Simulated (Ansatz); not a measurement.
Consider Li.

```
CELL_PARAMETERS angstrom
3.11410 1.79793 -2.54265
0.00000 3.59585 2.54265
3.11410 -1.79793 2.54265
ATOMIC_POSITIONS crystal
Li 0.00000 0.00000 0.00000
Li 0.00000 0.50000 0.50000
Li 0.50000 0.50000 0.00000
Li 0.50000 0.00000 0.50000
```

Space group Fm-3m.

Theory: Kohn-Sham DFT of a periodic cell, r2SCAN0, Ansatz PAW in Ansatz 0.2.0.

Q: What can the converged valence pseudo-density and electron localisation function tell about the bonding?

A: Li–Li (3.11 Å): ρ at the midpoint is about 0.05 e/Å³, with its minimum of 0.05 e/Å³ about 2.1 Å from Li; the ELF reaches about 0.55 near the midpoint.

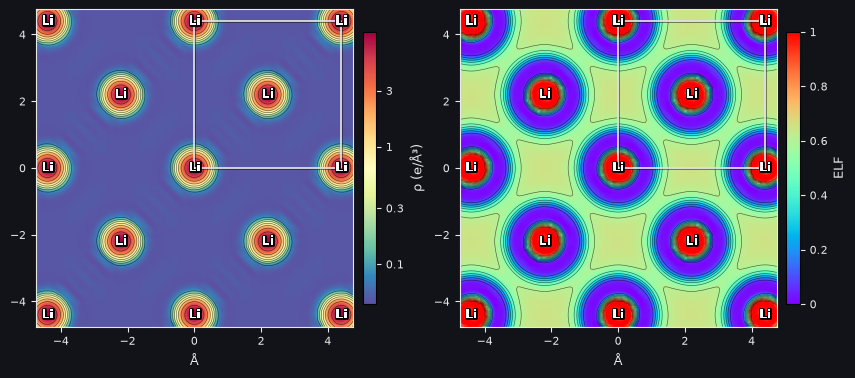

Computed valence pseudo-density and electron localisation function on the (001) plane of the conventional cell, in this order. 

Core electrons are frozen (PAW), and the valence fields are smoothed inside the atomic spheres.
